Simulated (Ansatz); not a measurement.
## Run report: TiSi₁₆, geometry relaxation (part 3 of 3)

Continued. System: TiSi₁₆ (defect cell, 17 atoms in the cell). Method: DFT PBE, scalar-relativistic, plane waves, PAW, PAW set soft_1, no spin polarisation (Ansatz 0.2.0); cutoff 420 eV, 2×2×2 k-mesh, Gaussian smearing of 0.02 eV. It belongs to a series of runs on one base structure; here: end point A relaxed.

Geometry of the input (Å; fractional positions):
```
0.0000  5.4300  5.4300
5.4300  0.0000  5.4300
5.4300  5.4300  0.0000
Si 0.0000  0.0000  0.0000
Si 0.1250  0.1250  0.1250
Si -0.0000  0.0000  0.5000
Si 0.1250  0.1250  0.6250
Si -0.0000  0.5000  0.0000
Si 0.1250  0.6250  0.1250
Si -0.0000  0.5000  0.5000
Si 0.1250  0.6250  0.6250
Si 0.5000  -0.0000  0.0000
Si 0.6250  0.1250  0.1250
Si 0.5000  0.0000  0.5000
Si 0.6250  0.1250  0.6250
Si 0.5000  0.5000  0.0000
Si 0.6250  0.6250  0.1250
Si 0.5000  0.5000  0.5000
Si 0.6250  0.6250  0.6250
Ti 0.5575  0.8085  0.8113
```

## Trajectory as extended XYZ, continued
```
17
Lattice="0.0000 5.4300 5.4300 5.4300 0.0000 5.4300 5.4300 5.4300 0.0000" Properties=species:S:1:pos:R:3:forces:R:3 step=9 energy=-12670.19552
Si   -0.0079    0.0052    0.0049    0.0535  -0.0541  -0.0547
Si    1.3635    1.4133    1.4123   -0.1880  -0.0865  -0.0875
Si    2.6648    2.7614    0.0278   -0.0131   0.0161  -0.1268
Si    4.0134    4.0633    1.4113    0.0860   0.1865  -0.0882
Si    2.6649    0.0288    2.7603   -0.0131  -0.1261   0.0178
Si    4.0137    1.4121    4.0627    0.0863  -0.0875   0.1863
Si    5.3970    2.7608    2.7599    0.1247   0.0170   0.0187
Si    6.7626    4.0930    4.0920   -0.0737   0.0704   0.0695
Si   -0.0033    2.7971    2.7958    0.1497   0.1513   0.1510
Si    1.3049    4.1225    4.1218    0.0229  -0.0205  -0.0192
Si    2.6292    5.4305    2.7950   -0.1505  -0.1477   0.1480
Si    4.0440    6.8126    4.1555   -0.0834   0.0854  -0.1364
Si    2.6294    2.7961    5.4300   -0.1493   0.1471  -0.1485
Si    4.0441    4.1566    6.8116   -0.0814  -0.1348   0.0849
Si    5.4129    5.4431    5.4421    0.1608  -0.1582  -0.1577
Si    6.6991    6.8122    6.8112    0.1312   0.0785   0.0800
Ti    9.4629    6.8238    6.8231   -0.0630   0.0631   0.0629
17
Lattice="0.0000 5.4300 5.4300 5.4300 0.0000 5.4300 5.4300 5.4300 0.0000" Properties=species:S:1:pos:R:3:forces:R:3 step=10 energy=-12670.21387
Si    0.0041   -0.0062   -0.0065   -0.0679   0.0654   0.0644
Si    1.3513    1.4009    1.3996   -0.0030  -0.0287  -0.0293
Si    2.6579    2.7686    0.0224    0.0082  -0.0075  -0.0283
Si    4.0259    4.0761    1.3982    0.0296   0.0020  -0.0316
Si    2.6582    0.0239    2.7674    0.0085  -0.0287  -0.0075
Si    4.0264    1.3990    4.0757    0.0303  -0.0317   0.0024
Si    5.4010    2.7674    2.7665    0.0294  -0.0083  -0.0080
Si    6.7478    4.1069    4.1055   -0.0104   0.0085   0.0079
Si    0.0090    2.7987    2.7973   -0.0121   0.0218   0.0197
Si    1.3149    4.1135    4.1133   -0.0014   0.0076   0.0096
Si    2.6279    5.4193    2.7958   -0.0247   0.0126   0.0164
Si    4.0346    6.8225    4.1437   -0.0270   0.0318  -0.0160
Si    2.6283    2.7967    5.4192   -0.0233   0.0171   0.0125
Si    4.0350    4.1452    6.8215   -0.0255  -0.0149   0.0322
Si    5.4052    5.4500    5.4487    0.0387  -0.0362  -0.0352
Si    6.7095    6.8210    6.8203    0.0135   0.0264   0.0284
Ti    9.4583    6.8292    6.8286    0.0369  -0.0373  -0.0377
17
Lattice="0.0000 5.4300 5.4300 5.4300 0.0000 5.4300 5.4300 5.4300 0.0000" Properties=species:S:1:pos:R:3:forces:R:3 step=11 energy=-12670.21506
Si   -0.0033    0.0011    0.0009    0.0041  -0.0070  -0.0076
Si    1.3523    1.4014    1.3999    0.0013   0.0090   0.0071
Si    2.6600    2.7662    0.0188    0.0014  -0.0004   0.0088
Si    4.0252    4.0753    1.3980   -0.0078  -0.0019   0.0023
Si    2.6605    0.0206    2.7649    0.0019   0.0077  -0.0006
Si    4.0258    1.3989    4.0750   -0.0058   0.0021  -0.0019
Si    5.4034    2.7645    2.7636   -0.0056  -0.0022  -0.0019
Si    6.7511    4.1026    4.1008    0.0047  -0.0067  -0.0074
Si    0.0094    2.8022    2.8006    0.0143   0.0001  -0.0038
Si    1.3089    4.1211    4.1214    0.0043   0.0052   0.0086
Si    2.6248    5.4202    2.7982   -0.0043  -0.0120  -0.0093
Si    4.0359    6.8221    4.1417    0.0020   0.0047  -0.0032
Si    2.6255    2.7990    5.4206   -0.0022  -0.0075  -0.0106
Si    4.0366    4.1435    6.8211    0.0042  -0.0023   0.0050
Si    5.4111    5.4437    5.4422   -0.0101   0.0136   0.0152
Si    6.7105    6.8195    6.8191    0.0000  -0.0029  -0.0004
Ti    9.4576    6.8306    6.8304   -0.0024   0.0004  -0.0002
17
Lattice="0.0000 5.4300 5.4300 5.4300 0.0000 5.4300 5.4300 5.4300 0.0000" Properties=species:S:1:pos:R:3:forces:R:3 step=12 energy=-12670.21522
Si   -0.0029    0.0011    0.0011    0.0009  -0.0059  -0.0065
Si    1.3531    1.4019    1.4000    0.0017   0.0109   0.0074
Si    2.6593    2.7667    0.0180   -0.0001   0.0023   0.0030
Si    4.0246    4.0748    1.3971   -0.0089  -0.0027  -0.0002
Si    2.6601    0.0204    2.7650    0.0007   0.0012   0.0021
Si    4.0257    1.3980    4.0747   -0.0052  -0.0004  -0.0024
Si    5.4022    2.7640    2.7631    0.0018  -0.0007  -0.0001
Si    6.7491    4.1031    4.1007   -0.0018  -0.0016  -0.0027
Si    0.0123    2.8027    2.8008    0.0093  -0.0001  -0.0064
Si    1.3106    4.1217    4.1229    0.0060   0.0080   0.0132
Si    2.6249    5.4192    2.7970   -0.0064  -0.0066  -0.0140
Si    4.0356    6.8235    4.1402    0.0004   0.0094  -0.0027
Si    2.6262    2.7976    5.4204   -0.0035  -0.0106  -0.0041
Si    4.0367    4.1425    6.8225    0.0037  -0.0016   0.0097
Si    5.4088    5.4451    5.4433    0.0038   0.0013   0.0038
Si    6.7103    6.8193    6.8194   -0.0006  -0.0016   0.0021
Ti    9.4586    6.8308    6.8310   -0.0017  -0.0013  -0.0021
17
Lattice="0.0000 5.4300 5.4300 5.4300 0.0000 5.4300 5.4300 5.4300 0.0000" Properties=species:S:1:pos:R:3:forces:R:3 step=13 energy=-12670.20946 accepted=F
Si    0.0024    0.0038    0.0094   -0.0538   0.0015   0.0099
Si    1.3682    1.4139    1.4025    0.0158   0.0236  -0.0261
Si    2.6463    2.7752   -0.0006   -0.0057   0.0140  -0.0586
Si    4.0121    4.0667    1.3803   -0.0095  -0.0147  -0.0208
Si    2.6529    0.0145    2.7664   -0.0100  -0.0706   0.0161
Si    4.0218    1.3821    4.0724    0.0314  -0.0063   0.0180
Si    5.3817    2.7541    2.7518    0.0432   0.0262   0.0254
Si    6.7165    4.1068    4.0913   -0.0422   0.0710   0.0919
Si    0.0593    2.8148    2.8071   -0.1208  -0.0312  -0.0365
Si    1.3395    4.1351    4.1531   -0.0170   0.0141  -0.0075
Si    2.6248    5.4064    2.7779    0.0201   0.0466  -0.0076
Si    4.0332    6.8464    4.1174    0.0033  -0.0050   0.0863
Si    2.6357    2.7747    5.4236    0.0047   0.0165   0.0706
Si    4.0430    4.1289    6.8454    0.0048   0.0566  -0.0209
Si    5.3790    5.4607    5.4529    0.0840  -0.1303  -0.1319
Si    6.7036    6.8130    6.8218    0.0497   0.0177   0.0085
Ti    9.4752    6.8352    6.8446    0.0020  -0.0296  -0.0169
17
Lattice="0.0000 5.4300 5.4300 5.4300 0.0000 5.4300 5.4300 5.4300 0.0000" Properties=species:S:1:pos:R:3:forces:R:3 step=14 energy=-12670.21560
Si   -0.0030    0.0010    0.0029   -0.0042  -0.0057  -0.0037
Si    1.3553    1.4049    1.4000   -0.0023   0.0115   0.0010
Si    2.6569    2.7679    0.0138   -0.0006   0.0046  -0.0013
Si    4.0215    4.0721    1.3943   -0.0091   0.0017  -0.0083
Si    2.6591    0.0202    2.7647    0.0014  -0.0084   0.0044
Si    4.0251    1.3958    4.0744   -0.0001  -0.0063   0.0015
Si    5.3993    2.7629    2.7616    0.0102  -0.0003   0.0020
Si    6.7443    4.1046    4.0989   -0.0101   0.0051   0.0024
Si    0.0193    2.8046    2.8016   -0.0001   0.0062  -0.0073
Si    1.3147    4.1239    4.1284    0.0083   0.0059   0.0141
Si    2.6250    5.4162    2.7938   -0.0087  -0.0004  -0.0149
Si    4.0356    6.8264    4.1370   -0.0036   0.0142  -0.0065
Si    2.6278    2.7939    5.4212   -0.0031  -0.0064   0.0102
Si    4.0382    4.1411    6.8259    0.0030  -0.0045   0.0124
Si    5.4053    5.4477    5.4450    0.0193  -0.0158  -0.0085
Si    6.7100    6.8184    6.8205   -0.0012  -0.0004   0.0046
Ti    9.4609    6.8310    6.8333    0.0008  -0.0011  -0.0019
17
Lattice="0.0000 5.4300 5.4300 5.4300 0.0000 5.4300 5.4300 5.4300 0.0000" Properties=species:S:1:pos:R:3:forces:R:3 step=15 energy=-12670.20587 accepted=F
Si   -0.0030   -0.0021    0.0183   -0.0605   0.0481   0.0406
Si    1.3710    1.4305    1.3989    0.0183  -0.0334  -0.0303
Si    2.6348    2.7790   -0.0234   -0.0101  -0.0067  -0.0520
Si    3.9936    4.0525    1.3688    0.0523  -0.0047   0.0093
Si    2.6518    0.0201    2.7611   -0.0179  -0.0548   0.0040
Si    4.0204    1.3769    4.0777    0.0661  -0.0062  -0.0044
Si    5.3716    2.7498    2.7459    0.0235   0.0149   0.0197
Si    6.7033    4.1147    4.0768   -0.0345   0.0659   0.0808
Si    0.0758    2.8233    2.8103   -0.1378  -0.0105  -0.0187
Si    1.3513    4.1398    4.1755   -0.0176  -0.0175  -0.0534
Si    2.6251    5.3924    2.7704    0.0092   0.0827   0.0184
Si    4.0354    6.8522    4.1107    0.0216  -0.0398   0.0879
Si    2.6424    2.7667    5.4355    0.0076   0.0419   0.0936
Si    4.0536    4.1319    6.8548    0.0139   0.0547  -0.0496
Si    5.3794    5.4645    5.4524    0.0560  -0.1053  -0.1179
Si    6.7065    6.8076    6.8285    0.0116  -0.0059  -0.0075
Ti    9.4821    6.8328    6.8550   -0.0017  -0.0236  -0.0209
17
Lattice="0.0000 5.4300 5.4300 5.4300 0.0000 5.4300 5.4300 5.4300 0.0000" Properties=species:S:1:pos:R:3:forces:R:3 step=16 energy=-12670.21588
Si   -0.0033    0.0005    0.0051   -0.0067  -0.0068   0.0000
Si    1.3570    1.4083    1.4003   -0.0044   0.0087  -0.0103
Si    2.6545    2.7690    0.0097   -0.0018   0.0056  -0.0053
Si    4.0181    4.0696    1.3918   -0.0065   0.0046  -0.0142
Si    2.6585    0.0203    2.7643    0.0005  -0.0149   0.0046
Si    4.0248    1.3938    4.0751    0.0079  -0.0072   0.0082
Si    5.3964    2.7609    2.7596    0.0129   0.0021   0.0043
Si    6.7401    4.1054    4.0960   -0.0121   0.0096   0.0090
Si    0.0254    2.8075    2.8025   -0.0132   0.0102  -0.0053
Si    1.3190    4.1259    4.1344    0.0066  -0.0003   0.0058
Si    2.6244    5.4135    2.7908   -0.0069   0.0029  -0.0075
Si    4.0356    6.8296    4.1338   -0.0035   0.0089  -0.0017
Si    2.6294    2.7908    5.4237   -0.0026   0.0050   0.0195
Si    4.0405    4.1407    6.8289    0.0035  -0.0032   0.0044
Si    5.4026    5.4490    5.4445    0.0222  -0.0242  -0.0144
Si    6.7091    6.8164    6.8208    0.0020   0.0004   0.0036
Ti    9.4633    6.8312    6.8360    0.0019  -0.0012  -0.0006
17
Lattice="0.0000 5.4300 5.4300 5.4300 0.0000 5.4300 5.4300 5.4300 0.0000" Properties=species:S:1:pos:R:3:forces:R:3 step=17 energy=-12670.21604
Si   -0.0033   -0.0017    0.0068   -0.0115  -0.0005   0.0089
Si    1.3575    1.4119    1.3988    0.0003   0.0048  -0.0167
Si    2.6516    2.7704    0.0045   -0.0025   0.0022  -0.0063
Si    4.0141    4.0671    1.3884   -0.0011  -0.0001  -0.0111
Si    2.6583    0.0219    2.7636   -0.0010  -0.0161   0.0024
Si    4.0253    1.3923    4.0775    0.0172  -0.0022   0.0053
Si    5.3935    2.7600    2.7582    0.0095   0.0017   0.0051
Si    6.7363    4.1074    4.0926   -0.0090   0.0107   0.0107
Si    0.0297    2.8101    2.8031   -0.0219   0.0096  -0.0052
Si    1.3232    4.1259    4.1394    0.0014  -0.0054  -0.0038
Si    2.6239    5.4103    2.7885   -0.0027   0.0050  -0.0024
Si    4.0356    6.8314    4.1312   -0.0053   0.0051   0.0037
Si    2.6310    2.7889    5.4277    0.0007   0.0136   0.0269
Si    4.0429    4.1410    6.8316    0.0018   0.0000  -0.0032
Si    5.4013    5.4502    5.4446    0.0186  -0.0269  -0.0176
Si    6.7088    6.8148    6.8223    0.0022   0.0017   0.0036
Ti    9.4654    6.8305    6.8385    0.0034  -0.0032  -0.0005
17
Lattice="0.0000 5.4300 5.4300 5.4300 0.0000 5.4300 5.4300 5.4300 0.0000" Properties=species:S:1:pos:R:3:forces:R:3 step=18 energy=-12670.21629
Si   -0.0039   -0.0054    0.0097   -0.0083   0.0077   0.0140
Si    1.3578    1.4163    1.3959    0.0015  -0.0032  -0.0116
Si    2.6483    2.7719   -0.0018   -0.0004  -0.0039  -0.0038
Si    4.0096    4.0628    1.3852    0.0018   0.0007  -0.0038
Si    2.6598    0.0257    2.7625    0.0003  -0.0064  -0.0022
Si    4.0280    1.3927    4.0814    0.0125  -0.0017   0.0026
Si    5.3922    2.7600    2.7573    0.0012  -0.0017   0.0019
Si    6.7345    4.1109    4.0881   -0.0018   0.0090   0.0076
Si    0.0314    2.8126    2.8030   -0.0164   0.0062  -0.0041
Si    1.3260    4.1243    4.1440   -0.0064  -0.0076  -0.0094
Si    2.6227    5.4057    2.7863    0.0012   0.0050   0.0030
Si    4.0346    6.8324    4.1289   -0.0036  -0.0041   0.0057
Si    2.6322    2.7883    5.4341    0.0052   0.0174   0.0223
Si    4.0457    4.1426    6.8337   -0.0005   0.0024  -0.0100
Si    5.4014    5.4504    5.4434    0.0049  -0.0146  -0.0120
Si    6.7081    6.8127    6.8242    0.0024  -0.0011   0.0010
Ti    9.4667    6.8286    6.8413    0.0063  -0.0040  -0.0012
17
Lattice="0.0000 5.4300 5.4300 5.4300 0.0000 5.4300 5.4300 5.4300 0.0000" Properties=species:S:1:pos:R:3:forces:R:3 step=19 energy=-12670.21648
Si   -0.0045   -0.0082    0.0137   -0.0001   0.0109   0.0061
Si    1.3577    1.4193    1.3936    0.0037  -0.0091   0.0027
Si    2.6465    2.7717   -0.0063   -0.0001  -0.0011  -0.0016
Si    4.0058    4.0593    1.3838    0.0063  -0.0007   0.0098
Si    2.6631    0.0303    2.7610   -0.0007   0.0041   0.0007
Si    4.0306    1.3944    4.0865   -0.0010  -0.0012  -0.0094
Si    5.3920    2.7596    2.7572   -0.0042   0.0002  -0.0002
Si    6.7364    4.1137    4.0833    0.0034  -0.0022  -0.0040
Si    0.0296    2.8144    2.8018    0.0005   0.0024  -0.0028
Si    1.3250    4.1217    4.1466   -0.0073  -0.0080  -0.0038
Si    2.6205    5.4019    2.7857    0.0023   0.0038   0.0044
Si    4.0333    6.8312    4.1273   -0.0007  -0.0113   0.0050
Si    2.6327    2.7910    5.4413    0.0067   0.0080   0.0007
Si    4.0486    4.1456    6.8330   -0.0012   0.0050  -0.0053
Si    5.4037    5.4494    5.4400   -0.0052   0.0053  -0.0002
Si    6.7076    6.8103    6.8253   -0.0042  -0.0041   0.0013
Ti    9.4666    6.8268    6.8434    0.0017  -0.0021  -0.0033
17
Lattice="0.0000 5.4300 5.4300 5.4300 0.0000 5.4300 5.4300 5.4300 0.0000" Properties=species:S:1:pos:R:3:forces:R:3 step=20 energy=-12670.21656
Si   -0.0044   -0.0056    0.0128    0.0079   0.0007  -0.0030
Si    1.3578    1.4169    1.3951   -0.0043  -0.0007  -0.0027
Si    2.6493    2.7713   -0.0026    0.0007  -0.0044   0.0072
Si    4.0086    4.0624    1.3872    0.0000   0.0038   0.0028
Si    2.6628    0.0282    2.7616    0.0014   0.0070  -0.0065
Si    4.0289    1.3946    4.0845    0.0018   0.0035   0.0078
Si    5.3931    2.7593    2.7580   -0.0072  -0.0018  -0.0037
Si    6.7391    4.1103    4.0843    0.0059  -0.0029  -0.0013
Si    0.0262    2.8137    2.8007    0.0052   0.0035  -0.0031
Si    1.3215    4.1210    4.1441   -0.0001  -0.0069   0.0010
Si    2.6197    5.4049    2.7880   -0.0053  -0.0032   0.0035
Si    4.0336    6.8291    4.1292    0.0021  -0.0078  -0.0033
Si    2.6322    2.7935    5.4399    0.0000   0.0021  -0.0050
Si    4.0480    4.1470    6.8305    0.0070   0.0018  -0.0059
Si    5.4067    5.4475    5.4378   -0.0151   0.0128   0.0142
Si    6.7071    6.8109    6.8242    0.0029  -0.0084  -0.0039
Ti    9.4650    6.8275    6.8418   -0.0028   0.0010   0.0019
17
Lattice="0.0000 5.4300 5.4300 5.4300 0.0000 5.4300 5.4300 5.4300 0.0000" Properties=species:S:1:pos:R:3:forces:R:3 step=21 energy=-12670.21666
Si   -0.0037   -0.0056    0.0125    0.0072   0.0036  -0.0033
Si    1.3573    1.4164    1.3942    0.0013  -0.0012  -0.0005
Si    2.6509    2.7714   -0.0011   -0.0036   0.0000   0.0001
Si    4.0095    4.0638    1.3891   -0.0020  -0.0011   0.0011
Si    2.6638    0.0297    2.7611   -0.0021  -0.0001  -0.0008
Si    4.0298    1.3954    4.0852   -0.0008  -0.0001   0.0018
Si    5.3942    2.7598    2.7585    0.0002   0.0010   0.0017
Si    6.7410    4.1109    4.0848    0.0021   0.0020   0.0006
Si    0.0247    2.8135    2.7988    0.0037   0.0030  -0.0052
Si    1.3197    4.1179    4.1440   -0.0007  -0.0051   0.0023
Si    2.6176    5.4042    2.7893   -0.0046   0.0002   0.0010
Si    4.0326    6.8278    4.1282   -0.0011  -0.0030   0.0006
Si    2.6324    2.7941    5.4405    0.0009  -0.0001  -0.0043
Si    4.0483    4.1481    6.8291    0.0033   0.0030   0.0000
Si    5.4062    5.4487    5.4375   -0.0011  -0.0013   0.0010
Si    6.7070    6.8099    6.8242   -0.0008  -0.0049   0.0007
Ti    9.4638    6.8264    6.8416   -0.0019   0.0040   0.0031
17
Lattice="0.0000 5.4300 5.4300 5.4300 0.0000 5.4300 5.4300 5.4300 0.0000" Properties=species:S:1:pos:R:3:forces:R:3 step=22 energy=-12670.21672
Si   -0.0021   -0.0049    0.0129    0.0011   0.0054  -0.0008
Si    1.3581    1.4161    1.3934   -0.0003  -0.0003   0.0003
Si    2.6516    2.7720   -0.0006    0.0015   0.0006  -0.0013
Si    4.0097    4.0650    1.3910   -0.0011  -0.0001   0.0021
Si    2.6654    0.0312    2.7602    0.0010  -0.0007   0.0017
Si    4.0309    1.3960    4.0862   -0.0013  -0.0018  -0.0019
Si    5.3951    2.7606    2.7595    0.0014  -0.0008  -0.0008
Si    6.7434    4.1123    4.0843   -0.0037   0.0014   0.0011
Si    0.0237    2.8138    2.7958    0.0003   0.0010  -0.0053
Si    1.3175    4.1138    4.1449   -0.0016  -0.0017   0.0033
Si    2.6143    5.4031    2.7909   -0.0007   0.0046  -0.0028
Si    4.0311    6.8265    4.1271   -0.0031  -0.0011   0.0008
Si    2.6327    2.7942    5.4419    0.0018  -0.0032  -0.0013
Si    4.0493    4.1500    6.8272    0.0006  -0.0002   0.0029
Si    5.4061    5.4493    5.4357    0.0055  -0.0031  -0.0040
Si    6.7058    6.8081    6.8247    0.0002  -0.0013   0.0042
Ti    9.4625    6.8254    6.8422   -0.0016   0.0014   0.0018
17
Lattice="0.0000 5.4300 5.4300 5.4300 0.0000 5.4300 5.4300 5.4300 0.0000" Properties=species:S:1:pos:R:3:forces:R:3 step=23 energy=-12670.21675
Si   -0.0006   -0.0027    0.0135   -0.0019   0.0026  -0.0007
Si    1.3591    1.4164    1.3928    0.0010  -0.0006   0.0021
Si    2.6538    2.7730    0.0003   -0.0010   0.0015  -0.0026
Si    4.0099    4.0678    1.3937   -0.0006  -0.0028  -0.0004
Si    2.6665    0.0317    2.7593   -0.0001  -0.0012   0.0019
Si    4.0311    1.3959    4.0865   -0.0016  -0.0024  -0.0028
Si    5.3953    2.7604    2.7595    0.0022   0.0017   0.0024
Si    6.7452    4.1118    4.0833   -0.0006   0.0009   0.0003
Si    0.0225    2.8145    2.7927   -0.0009   0.0007  -0.0024
Si    1.3147    4.1100    4.1466   -0.0007   0.0005   0.0021
Si    2.6106    5.4030    2.7934    0.0010   0.0028  -0.0018
Si    4.0302    6.8250    4.1263   -0.0007   0.0007   0.0031
Si    2.6330    2.7939    5.4429    0.0014  -0.0019  -0.0006
Si    4.0505    4.1517    6.8248    0.0002   0.0018   0.0025
Si    5.4075    5.4492    5.4333    0.0028  -0.0030  -0.0033
Si    6.7049    6.8060    6.8252   -0.0019  -0.0010   0.0008
Ti    9.4608    6.8248    6.8431    0.0012  -0.0002  -0.0005
```

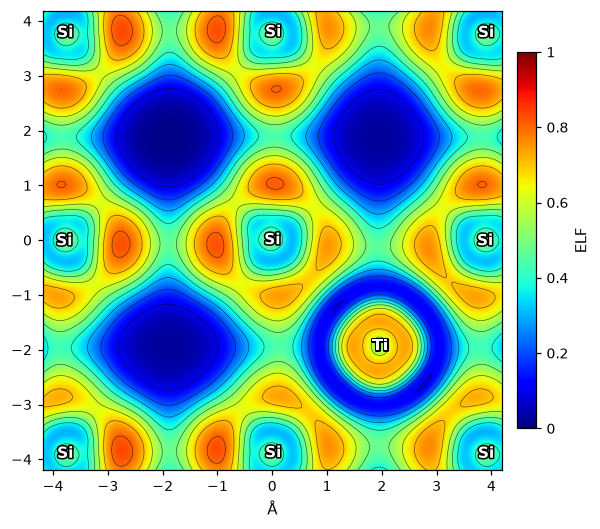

*Electron localisation function on the (011) plane of the calculation cell.*

The section cuts through Si and Ti sites. Ti–Si (2.71 Å): the ELF is about 0.40 at the midpoint. Ti–Si (2.76 Å): the ELF is about 0.35 at the midpoint. The strong features right at Ti lie inside the PAW spheres (semicore, d or f shells) and say nothing about bonding. Core electrons are frozen (PAW), so the fields are smoothed inside the atomic spheres.

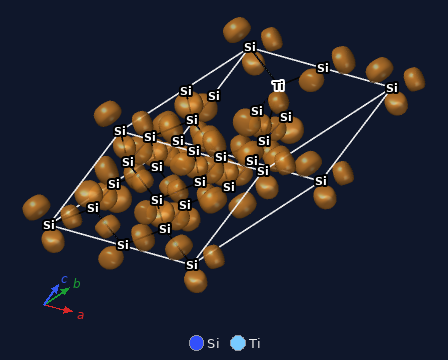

*Isosurface of the ELF at 0.8 (orange), seen at an oblique angle. Only the valence region is drawn (cores and ρ < 0.01 e/Å³ removed). Sticks mark near contacts. The outline is the calculation cell.*

Profiles from the grid: Si–Si (2.27 Å): the ELF peaks at about 0.95 between the atoms, as expected for localised, shared-pair bonding. Ti–Si (2.42 Å): the ELF is about 0.35 at the midpoint.

## Key numbers

- outcome: converged
- electrons treated: 76
- free energy: −12670.2167 eV
- Fermi energy: 7.576 eV
- final volume: 320.21 Å³
- largest force (length of the vector) at the end: 0.005 eV/Å
- wall time: 2 min
- peak memory: 0.63 GiB

## Remarks

The k-point mesh is coarse for a cell of this size, so the results may not be converged.
